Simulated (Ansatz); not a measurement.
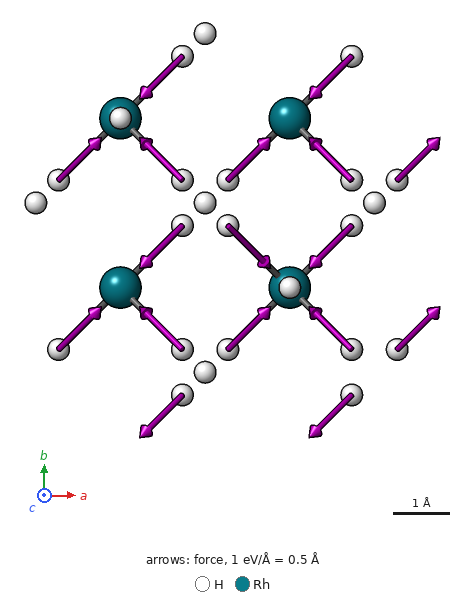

Starting geometry of crystalline H6Rh (a generated structure, set up in F-43m) (coarse preliminary run) with the computed forces as purple arrows. A ball-and-stick model of the atoms within 4.2 Å of the atom that moves most (axes of the conventional cell (4 times the calculation's cell)), seen along the c axis. Lengths and directions refer to the drawn axes.

Computed with DFT PBE, scalar-relativistic, plane waves, PAW in Ansatz.

Input file:
```yaml
crystal:
  lattice:
    - [0.0, 3.0728766, 3.0728766]
    - [3.0728766, 0.0, 3.0728766]
    - [3.0728766, 3.0728766, 0.0]
  atoms:
    - { symbol: H, position: [0.1828826, 0.1828826, 0.1828826] }
    - { symbol: H, position: [0.1828826, 0.1828826, 0.45135219] }
    - { symbol: H, position: [0.1828826, 0.45135219, 0.1828826] }
    - { symbol: H, position: [0.45135219, 0.1828826, 0.1828826] }
    - { symbol: H, position: [0.75, 0.75, 0.75] }
    - { symbol: H, position: [0.5, 0.5, 0.5] }
    - { symbol: Rh, position: [0.0, 0.0, 0.0] }
basis:
  ecutwfc: 420
kpoints:
  mp_grid: { grid: [6, 6, 6] }
hamiltonian:
  xc: pbe
scf:
  occupations: { method: gaussian, width: 0.1 }
  lower_state_search: "off"
output:
  forces: true
  stress: true
  eigenvalues: true
relax:
  adjacent_minimum: "off"
  f_tol: 0.04
  max_steps: 70
  cell: { stress_tol: 0.4 }
```

Run as
```bash
ansatz run input.yaml --threads 1 --pin off --max-ram 2048MiB --backend cpu --events-out ev --progress --plain --runs-dir out
```

Question: Is this structure relaxed? If not, where do the atoms go?

Answer: It isn't relaxed: the largest force vector, on H atoms, is 2.74 eV/Å. The atoms end up moving mostly along the starting forces (cosine between the two patterns 1.00). The largest moves relative to the cell, 0.28 Å, are those of H1, H2, H3 and H4. H3 goes along [1 −1 −1]. Rh stays in place. The drawn cell changes as follows: a = b = c 6.146 → 5.765 Å (−6.2 %); the volume changes by −17.5 %. Among the contacts that change: H1–Rh7 1.947 → 1.549 Å. The space group stays F-43m (No. 216). The energy falls by 357 meV per atom in 5 accepted moves (6 points after the start). Largest force component: 1.6 eV/Å at the start, 0.0072 eV/Å at the end. The pressure goes from −14.38 to −0.04 GPa. The SCF was repeated once at an unchanged geometry on a basis and grid sized afresh for the cell, which shifted the energy by 1.5 meV per atom at most. Cost: 22 s on 1 thread of Arm Neoverse N1, on a shared host, peak memory 0.35 GiB.
